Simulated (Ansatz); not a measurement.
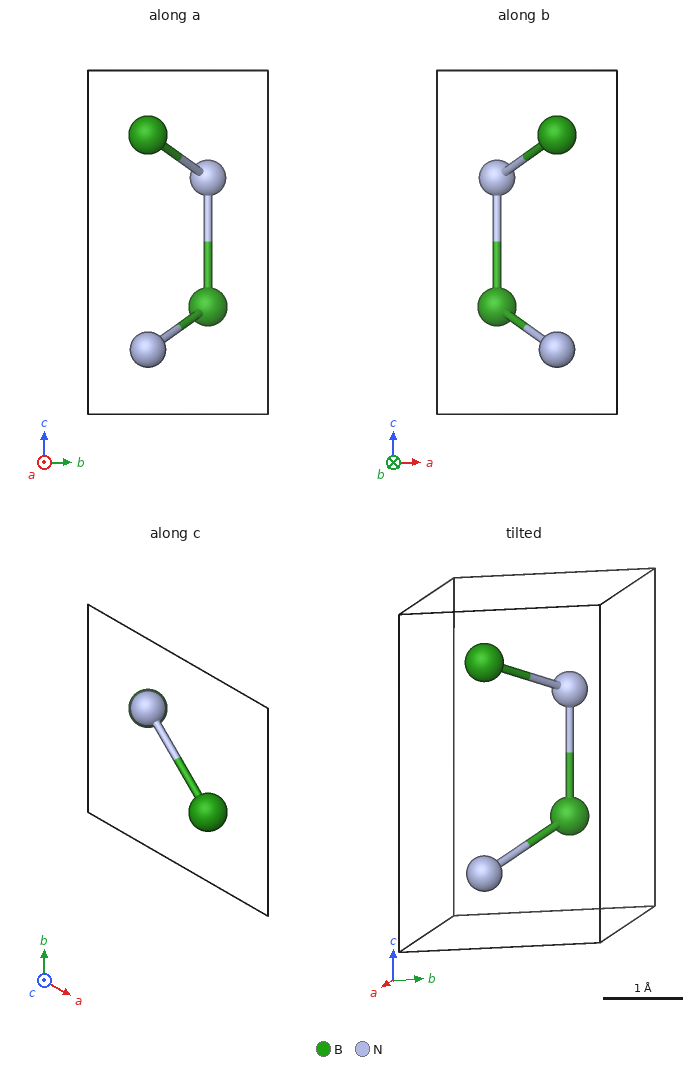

Crystal structure, ball-and-stick style, seen along the a axis, along the b axis, along the c axis and slightly off an axis. The conventional unit cell is drawn as a box.

Lattice parameters: a = 2.6371 Å, b = 2.6371 Å, c = 4.3605 Å, α = 90.000°, β = 90.000°, γ = 120.000°.

Record the structure as a CIF with its space group and independent sites, with free fractional coordinates to two decimals.

```cif
data_structure
_symmetry_space_group_name_H-M 'P 63 m c'
_symmetry_Int_Tables_number 186
_cell_length_a 2.6371
_cell_length_b 2.6371
_cell_length_c 4.3605
_cell_angle_alpha 90.000
_cell_angle_beta 90.000
_cell_angle_gamma 120.000
_cell_volume 26.26
loop_
_atom_site_label
_atom_site_type_symbol
_atom_site_symmetry_multiplicity
_atom_site_Wyckoff_symbol
_atom_site_fract_x
_atom_site_fract_y
_atom_site_fract_z
_atom_site_occupancy
B1 B 2 b 0.3333 0.6667 0.31 1
N1 N 2 b 0.6667 0.3333 0.19 1
```

The model was built from a structure type filled with these elements by a generator (whether the compound takes this form wasn't checked). It was relaxed at fixed volume with Ansatz 0.2.0, DFT PBE, scalar-relativistic, plane waves, PAW.

At this level of theory the cell isn't at rest (stretched, at -30 GPa), so its distances can differ from those at equilibrium, the more so the softer the solid.
